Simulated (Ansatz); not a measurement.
## Electronic structure of TiO2 in real space

Input file:

```
crystal:
  lattice:
    - [0.0, 2.4447638031, 2.3860587844]
    - [2.4447638031, 0.0, 2.3860587844]
    - [2.4447638031, 2.4447638031, 0.0]
  atoms:
    - { symbol: Ti, position: [0.0, 0.0, 0.0] }
    - { symbol: O, position: [0.25, 0.25, 0.25] }
    - { symbol: O, position: [0.75, 0.75, 0.75] }
kpoints:
  mp_grid: { grid: [10, 10, 10] }
  band_path:
    path:
      - [0.0, 0.0, 0.0]
      - [0.5, 0.0, 0.5]
      - [0.625, 0.25, 0.625]
      - [0.375, 0.375, 0.75]
      - [0.5, 0.5, 0.5]
      - [0.5, 0.25, 0.75]
      - [0.5, 0.5, 0.0]
    npoints: 1
hamiltonian:
  xc: r2scan
scf:
  occupations: { method: fixed }
  n_extra_bands: 4
output:
  forces: true
  stress: true
  eigenvalues: true
  write_density: true
  write_potential: true
  elf: true
  volumetric_format: npy
```

Run with:

```sh
ansatz run input.yaml --threads 4 --pin off --max-ram 4608MiB --backend cpu --events-out ev --progress --plain --runs-dir out
```

Below, planes, directions and counts refer to the conventional cell (a = 3.46 Å, b = 3.46 Å, c = 4.77 Å, α = 90.00°, β = 90.00°, γ = 90.00°).

Space group I4/mmm; started from the fluorite prototype, which need not be the ambient phase; changed on purpose from its base cell (epitaxial xy strain +2.0%); computed pressure about −9 GPa in this cell; computed without spin polarisation.

These are results of DFT, r2SCAN, plane waves, PAW in Ansatz, not measurements.

In a PAW calculation such maps are meaningful between the atoms, not at the nuclei.

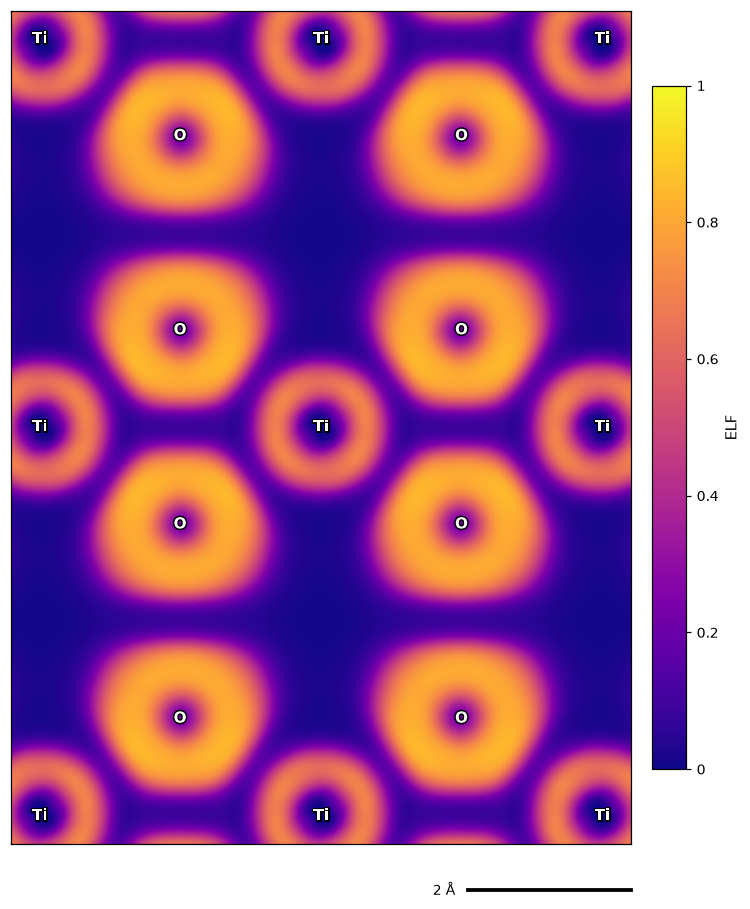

Figure 1. ELF on the (100) plane of the conventional cell.

Read the bonding off the picture.

Atoms in the plane: Ti and O.
Ti–O (2.10 Å): the ELF peaks at about 0.85 in the valence shell of O, 0.7 Å from its nucleus, and is about 0.20 at the midpoint: no localised pair shows between them.
The features right at Ti lie inside the PAW spheres, where the map follows smoothed inner orbitals and isn't to be read closely.

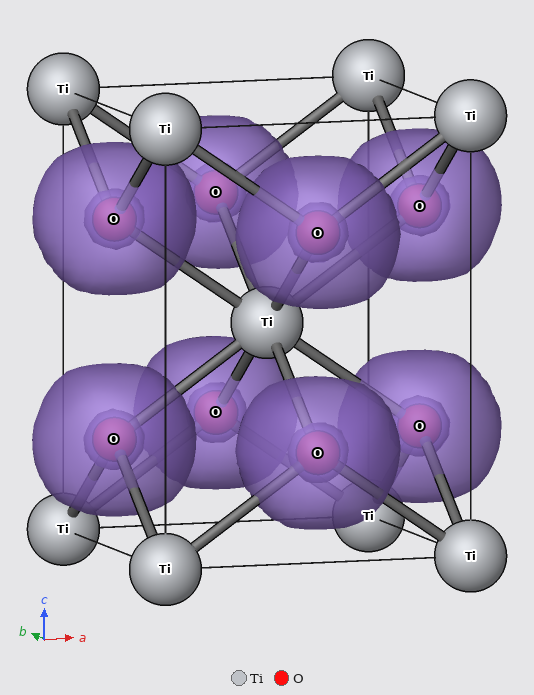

Figure 2. Isosurface of the ELF at 0.65 (purple), seen slightly off an axis. Core shells and regions of very low density are left out. Sticks mark near contacts.

What do the ELF domains correspond to?

The ELF exceeds this value in four regions wrapped around O (the valence shell of each), counted in one cell of 6 atoms. Regions shared between cells count once.

Does the calculation give a band gap?

It is gapped, with a Kohn–Sham gap of 1.2 eV on the k-point mesh (the band edges may lie off the mesh, which would make the gap smaller).
